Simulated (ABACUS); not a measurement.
## Band-structure run, with input and output: NaF (part 2 of 2)

Continued. System: NaF (Fm-3m, 2 atoms in the cell). Method: Kohn-Sham DFT of a periodic cell, PBEsol, SSSP 1.3 efficiency PBE, no spin polarisation (ABACUS 3.10.1); cutoff 748.31 eV, 8×8×8 k-mesh, fermi-dirac of 0.05 eV. The structure derives from an entry of the Crystallography Open Database.

Geometry of the input (Å; fractional positions):
```
-2.3200  0.0000  2.3200
0.0000  2.3200  2.3200
-2.3200  2.3200  0.0000
Na 0.0000  0.0000  0.0000
F  0.5000  0.5000  0.5000
```

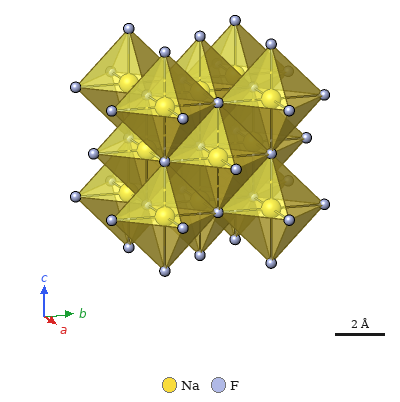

The structure as given in the input (polyhedral view of the cell 4 times as large as that of the calculation, set on its symmetry axes, seen slightly off an axis; polyhedra are completed across the faces of the cell).

Log, continued
```
----------------------------------------------------------
 E_KohnSham     -143.7519413408      -1955.8455007968
 E_Harris       -142.2158557555      -1934.9459842211
 E_Fermi        0.0229646532         0.3124501359
----------------------------------------------------------

 PW ALGORITHM --------------- ION=   1  ELEC=   2--------------------------------

 Density error is 0.120926198666
                          Error Threshold = 0.00111243689006
----------------------------------------------------------
     Energy           Rydberg                 eV
----------------------------------------------------------
 E_KohnSham     -143.7961176278      -1956.4465500163
 E_Harris       -145.4860126162      -1979.4387508795
 E_Fermi        0.3688358933         5.0182697752
----------------------------------------------------------

 PW ALGORITHM --------------- ION=   1  ELEC=   3--------------------------------

 Density error is 0.00201158453579
                          Error Threshold = 0.00075578874166
----------------------------------------------------------
     Energy           Rydberg                 eV
----------------------------------------------------------
 E_KohnSham     -143.8204174292      -1956.7771657758
 E_Harris       -143.6711273256      -1954.7459697123
 E_Fermi        0.3730837284         5.0760645372
----------------------------------------------------------

 PW ALGORITHM --------------- ION=   1  ELEC=   4--------------------------------

 Density error is 4.58072057048e-05
                          Error Threshold = 1.25724033487e-05
----------------------------------------------------------
     Energy           Rydberg                 eV
----------------------------------------------------------
 E_KohnSham     -143.8206816661      -1956.7807609037
 E_Harris       -143.8754183383      -1957.5254915343
 E_Fermi        0.3761854407         5.1182654977
----------------------------------------------------------

 PW ALGORITHM --------------- ION=   1  ELEC=   5--------------------------------

 Density error is 2.19363511498e-06
                          Error Threshold = 2.86295035655e-07
----------------------------------------------------------
     Energy           Rydberg                 eV
----------------------------------------------------------
 E_KohnSham     -143.8206906357      -1956.7808829407
 E_Harris       -143.8230491354      -1956.8129719756
 E_Fermi        0.3753781804         5.1072821586
----------------------------------------------------------

 PW ALGORITHM --------------- ION=   1  ELEC=   6--------------------------------

 Density error is 6.51836969084e-07
                          Error Threshold = 1.37102194686e-08
----------------------------------------------------------
     Energy           Rydberg                 eV
----------------------------------------------------------
 E_KohnSham     -143.8206912863      -1956.7808917922
 E_Harris       -143.8173934988      -1956.7360230914
 E_Fermi        0.3754906163         5.1088119267
----------------------------------------------------------

 PW ALGORITHM --------------- ION=   1  ELEC=   7--------------------------------

 Density error is 4.69128295066e-09
                          Error Threshold = 4.07398105677e-09
----------------------------------------------------------
     Energy           Rydberg                 eV
----------------------------------------------------------
 E_KohnSham     -143.8206913757      -1956.7808930091
 E_KS(sigma->0) -143.8206913757      -1956.7808930091
 E_Harris       -143.8202289444      -1956.7746013089
 E_band         -17.4417957243       -237.3078052021
 E_one_elec     -86.6974522294       -1179.5793524032
 E_Hartree      49.9520712219        679.6327955194
 E_xc           -23.4404017250       -318.9230268688
 E_Ewald        -83.6349086432       -1137.9113092564
 E_entropy(-TS) -0.0000000000        -0.0000000000
 E_descf        0.0000000000         0.0000000000
 E_exx          0.0000000000         0.0000000000
 E_Fermi        0.3754931712         5.1088466878
----------------------------------------------------------

 charge density convergence is achieved
 final etot is -1956.780893 eV
 EFERMI = 5.1088466878 eV
The vacuum level is 7.6385602297 eV

 STATE ENERGY(eV) AND OCCUPATIONS    NSPIN == 1
 1/8 kpoint (Cartesian) = 0.0000 0.0000 0.0000 (1211 pws)
       1       -46.2024     0.00390625
       2       -18.4433     0.00390625
       3       -18.0788     0.00390625
       4       -18.0788     0.00390625
       5       -18.0788     0.00390625
       6       0.701128     0.00390625
       7       0.701128     0.00390625
       8       0.701128     0.00390625
       9        6.79307    9.17937e-18
      10        19.4662        0.00000
      11        19.4662        0.00000
      12        19.4662        0.00000
      13        22.3136        0.00000
      14        24.4870        0.00000
      15        24.4870        0.00000
      16        27.2914        0.00000
      17        27.2914        0.00000
      18        27.2914        0.00000

 2/8 kpoint (Cartesian) = -0.12500 0.12500 0.12500 (1185 pws)
       1       -46.2005      0.0312500
       2       -18.6053      0.0312500
       3       -18.0806      0.0312500
       4       -18.0806      0.0312500
       5       -17.8979      0.0312500
       6       0.396736      0.0312500
       7       0.661632      0.0312500
       8       0.661632      0.0312500
       9        7.34583    1.16045e-21
      10        17.7222        0.00000
      11        19.7100        0.00000
      12        19.7100        0.00000
      13        23.9255        0.00000
      14        23.9255        0.00000
      15        24.2225        0.00000
      16        27.4476        0.00000
      17        28.0540        0.00000
      18        28.0540        0.00000

 3/8 kpoint (Cartesian) = -0.25000 0.25000 0.25000 (1164 pws)
       1       -46.1957      0.0312500
       2       -18.8191      0.0312500
       3       -18.0850      0.0312500
       4       -18.0850      0.0312500
       5       -17.6378      0.0312500
       6      -0.217777      0.0312500
       7       0.567597      0.0312500
       8       0.567597      0.0312500
       9        8.67064    3.61007e-33
      10        15.6321        0.00000
      11        20.2522        0.00000
      12        20.2522        0.00000
      13        23.2678        0.00000
      14        23.2678        0.00000
      15        24.8921        0.00000
      16        29.1387        0.00000
      17        29.3232        0.00000
      18        29.3232        0.00000

 4/8 kpoint (Cartesian) = -0.37500 0.37500 0.37500 (1155 pws)
       1       -46.1910      0.0312500
       2       -18.9635      0.0312500
       3       -18.0894      0.0312500
       4       -18.0894      0.0312500
       5       -17.4463      0.0312500
       6      -0.729023      0.0312500
       7       0.475372      0.0312500
       8       0.475372      0.0312500
       9        10.2337    9.56166e-47
      10        13.9657    3.67605e-79
      11        20.6019        0.00000
      12        20.6019        0.00000
      13        23.2265        0.00000
      14        23.2265        0.00000
      15        24.4452        0.00000
      16        28.3619        0.00000
      17        30.6640        0.00000
      18        30.6640        0.00000

 5/8 kpoint (Cartesian) = -0.50000 0.50000 0.50000 (1170 pws)
       1       -46.1891      0.0156250
       2       -19.0137      0.0156250
       3       -18.0912      0.0156250
       4       -18.0912      0.0156250
       5       -17.3763      0.0156250
       6      -0.920850      0.0156250
       7       0.437673      0.0156250
       8       0.437673      0.0156250
       9        11.2587    5.98369e-56
      10        12.9859    5.95596e-71
      11        20.6547        0.00000
      12        20.6547        0.00000
      13        23.3940        0.00000
      14        23.3940        0.00000
      15        24.2593        0.00000
      16        27.6984        0.00000
      17        32.2875        0.00000
      18        32.2875        0.00000

 6/8 kpoint (Cartesian) = 0.0000 0.0000 0.25000 (1179 pws)
       1       -46.1998      0.0234375
       2       -18.6177      0.0234375
       3       -18.0866      0.0234375
       4       -18.0866      0.0234375
       5       -17.8714      0.0234375
       6       0.346544      0.0234375
       7       0.634426      0.0234375
       8       0.634426      0.0234375
       9        7.51919    2.71621e-23
      10        17.5317        0.00000
      11        19.6098        0.00000
      12        19.6098        0.00000
      13        22.6893        0.00000
      14        24.8967        0.00000
      15        25.1232        0.00000
      16        27.7369        0.00000
      17        27.9823        0.00000
      18        27.9823        0.00000

[... levels at 2 further k points ...]

------------------------------------------------------------------------------------------
 TOTAL-FORCE (eV/Angstrom)
------------------------------------------------------------------------------------------
                       Na1         0.0000000000         0.0000000000         0.0000000000
                        F1         0.0000000000         0.0000000000         0.0000000000
------------------------------------------------------------------------------------------

----------------------------------------------------------------
 TOTAL-STRESS (KBAR)
----------------------------------------------------------------
         3.4992842121        -0.0000000000        -0.0000000000
         0.0000000000         3.4992842121        -0.0000000000
         0.0000000000         0.0000000000         3.4992842121
----------------------------------------------------------------
 TOTAL-PRESSURE: 3.499284 KBAR

 --------------------------------------------
 !FINAL_ETOT_IS -1956.7808930090611739 eV
 --------------------------------------------
```

Standard output
```
ABACUS v3.10.1

               Atomic-orbital Based Ab-initio Computation at UStc

 dft_functional readin is: pbesol
 dft_functional in pseudopot file is: PBE
 Please make sure this is what you need
 dft_functional readin is: pbesol
 dft_functional in pseudopot file is: PBE
 Please make sure this is what you need

%%%%%%%%%%%%%%%%%%%%%%%%%%%%%%%%%%%%%%%%%%%%%%%%%%%%%%%%%%%%%%%%%%%%%%%%%%%%%%%%%%%%%%%%%%%%%%%%%%%%%%%%%
 Warning: the number of valence electrons in pseudopotential > 1 for Na: [Ne] 3s1
 Pseudopotentials with additional electrons can yield (more) accurate outcomes, but may be less efficient.
 If you're confident that your chosen pseudopotential is appropriate, you can safely ignore this warning.
%%%%%%%%%%%%%%%%%%%%%%%%%%%%%%%%%%%%%%%%%%%%%%%%%%%%%%%%%%%%%%%%%%%%%%%%%%%%%%%%%%%%%%%%%%%%%%%%%%%%%%%%%

 UNIFORM GRID DIM        : 30 * 30 * 30
 UNIFORM GRID DIM(BIG)   : 45 * 45 * 45
 UNIFORM GRID DIM(DENSE) : 45 * 45 * 45
 ---------------------------------------------------------
 Self-consistent calculations for electrons
 ---------------------------------------------------------
 SPIN    KPOINTS         PROCESSORS  THREADS
 1       29              4           4
 ---------------------------------------------------------
 Use plane wave basis
 ---------------------------------------------------------
 ELEMENT NATOM       XC
 Na      1
 F       1
 ---------------------------------------------------------
 Initial plane wave basis and FFT box
 ---------------------------------------------------------
 -------------------------------------------
 SELF-CONSISTENT :
 -------------------------------------------
 START CHARGE      : atomic
 ITER       ETOT/eV          EDIFF/eV         DRHO     TIME/s
 DA1     -1.95584550e+03   0.00000000e+00   1.7799e-01   0.61
 DA2     -1.95644655e+03  -6.01049220e-01   1.2093e-01   0.91
 DA3     -1.95677717e+03  -3.30615759e-01   2.0116e-03   0.56
 DA4     -1.95678076e+03  -3.59512792e-03   4.5807e-05   0.57
 DA5     -1.95678088e+03  -1.22037043e-04   2.1936e-06   0.56
 DA6     -1.95678089e+03  -8.85143809e-06   6.5184e-07   0.60
 DA7     -1.95678089e+03  -1.21689083e-06   4.6913e-09   0.49
----------------------------------------------------------------
 TOTAL-STRESS (KBAR)
----------------------------------------------------------------
         3.4992842121        -0.0000000000        -0.0000000000
         0.0000000000         3.4992842121        -0.0000000000
         0.0000000000         0.0000000000         3.4992842121
----------------------------------------------------------------
 TOTAL-PRESSURE: 3.499284 KBAR
```

Results in brief

```json
{"quantity": "outcome", "value": "converged"}
{"quantity": "space group (tolerance 0.01 Å)", "value": "Fm-3m (225)"}
{"quantity": "electrons treated", "value": "16"}
{"quantity": "free energy", "value": "−1956.7809 eV"}
{"quantity": "Fermi energy of the self-consistent step", "value": "5.109 eV"}
{"quantity": "gap on the k-point mesh", "value": "6.09 eV"}
{"quantity": "pressure", "value": "0.35 GPa"}
{"quantity": "largest force (length of the vector)", "value": "under 0.001 eV/Å"}
{"quantity": "wall time", "value": "9.4 s (CPU time 34 s)"}
{"quantity": "peak memory", "value": "0.52 GiB"}
```
